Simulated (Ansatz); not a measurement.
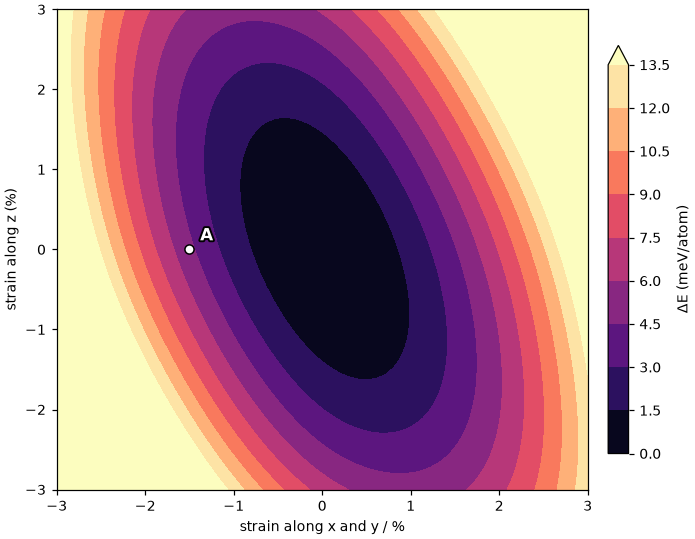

Sc3Al (Pm-3m, No. 221; 4 atoms in the cell). 
- The cell is strained homogeneously, by one strain along x and y and another along z, with fractional coordinates fixed (x, y and z along the cube axes).
- First axis: strain along x and y. Second axis: strain along z.
- The grid has 5 × 5 points.
- Points are written as (first, second).
- Energies are in meV/atom, from the lowest grid point.
- Level of theory: DFT PBEsol, scalar-relativistic, plane waves, PAW (Ansatz 0.2.0). Settings: cutoff 420 eV, k-mesh 12×12×12, gaussian smearing 0.15 eV, no spin polarisation.

Drawn: filled contours, one colour for all values above the top of the scale, the point A. Between grid points the surface is interpolated.

> Is A at rest? If not, where is it pushed?

A, at (−1.5 %, 0.0 %), is not a stationary point. The computed force is 6.5 meV/atom for each 1 % towards larger values of strain along x and y and 1.9 meV/atom for each 1 % towards larger values of strain along z.
